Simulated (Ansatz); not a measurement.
**B₁₃N₁₂ (cell with a defect): density, localisation and related maps**

```xyz
25
Lattice="-3.7615 3.3395 4.3377 3.7615 3.3395 -4.3377 -3.7615 -3.3395 -4.3377" Properties=species:S:1:pos:R:3 pbc="T T T"
B    -3.7560   -0.1240   -2.1649
B     1.2598    3.3131   -4.3300
B    -4.9548    0.0926   -0.0241
B     0.0216    3.4024   -2.1324
B    -2.5017    3.2820    2.1751
B    -2.5018    0.3353   -4.2524
B    -2.5018    3.2557   -2.1029
B    -1.2474   -0.1239   -2.1649
B    -1.2400    3.2120    0.0317
B    -0.0487    0.0926   -0.0241
B    -3.7635    3.2121    0.0317
B    -1.2636    0.0629   -6.4701
N     0.0090    3.3559   -3.5985
N    -2.5018    0.1573   -5.7684
N    -1.2362    3.3350   -1.4148
N    -3.7740   -0.1988   -3.5897
N    -2.5017    3.4195   -3.6141
N    -2.5018   -0.1108   -1.4257
N    -2.5018    3.1816    0.7436
N     2.5106    3.3559   -3.5985
N    -5.0067    0.0016   -1.4393
N    -0.0058   -0.0043   -5.7525
N    -3.7583    3.3411    2.8983
N    -1.2295   -0.1986   -3.5897
B    -2.5018    1.9180   -3.5476
```

Spin-polarised.

Theory: DFT PBE+D3(BJ), scalar-relativistic, plane waves, PAW in Ansatz 0.2.0.

In a PAW calculation such maps are meaningful between the atoms, not at the nuclei.

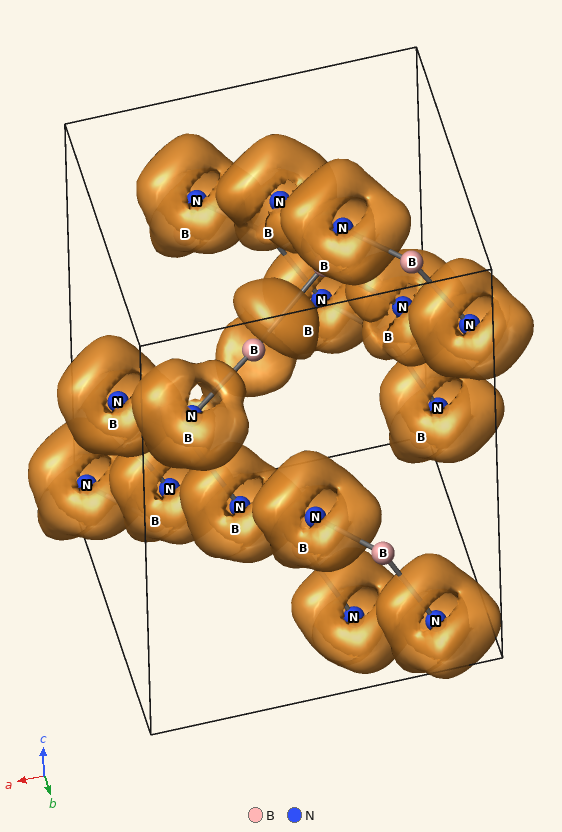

Figure 1. Isosurface of the ELF at 0.75 (orange), seen at an oblique angle. Only the valence region is drawn (cores and ρ < 0.01 e/Å³ removed). Sticks mark near contacts.

Question: Identify the bonds, lone pairs and shells in this picture.

Answer: At this value the surface marks out one region between bonded B–B atoms (shared pairs) and twelve regions on N in which the atom's valence shell and bonds are merged, counted in one cell of 25 atoms. Regions shared between cells count once. Along the contacts the grid gives the following. B–N (1.42 Å): the ELF peaks at about 0.90 between the atoms (a short, strongly polar bond). B–B (1.73 Å): the ELF peaks at about 1 between the atoms (a covalent bond).

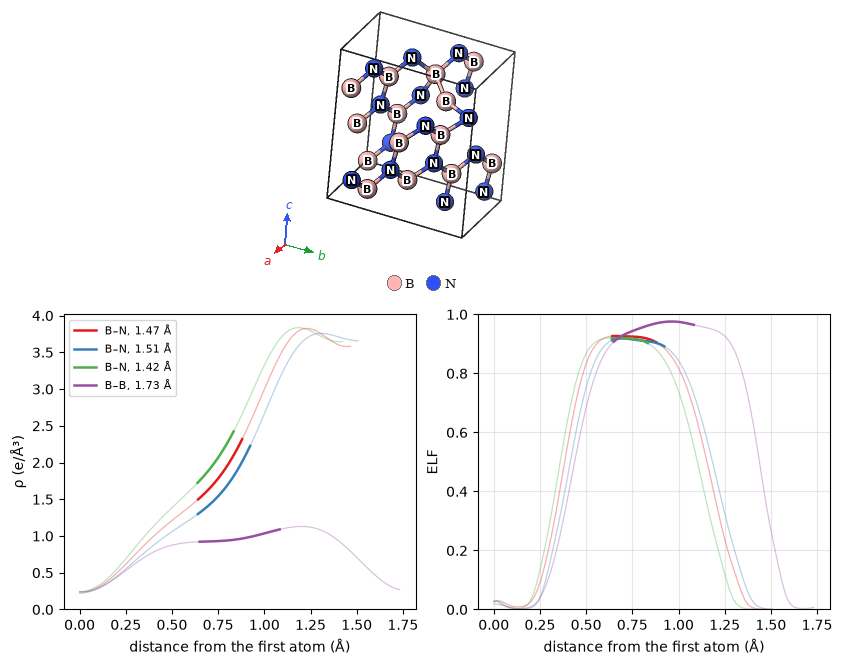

Figure 2. Valence electron density and electron localisation function along straight lines between neighbouring atoms. Thin, pale parts lie inside the atomic spheres. The structure is drawn too.

Question: Compare the contacts.

Answer: B–N (1.47 Å): ρ is about 1.7 e/Å³ halfway; the ELF peaks at about 0.95 between the atoms; a shared but strongly polarised pair.
B–N (1.51 Å): the density is about 1.6 e/Å³ at the midpoint; the ELF peaks at about 0.90 between the atoms (a polar covalent bond).
B–N (1.42 Å): the density is about 1.9 e/Å³ at the midpoint; the ELF peaks at about 0.90 between the atoms: a short, strongly polar bond.
B–B (1.73 Å): the density is about 0.96 e/Å³ at the midpoint; the ELF peaks at about 1 between the atoms; a covalent bond.

Question: Does the calculation give a band gap?

Answer: It is gapped, with a Kohn–Sham gap of 0.54 eV on the k-point mesh (the band edges may lie off the mesh, which would make the gap smaller).
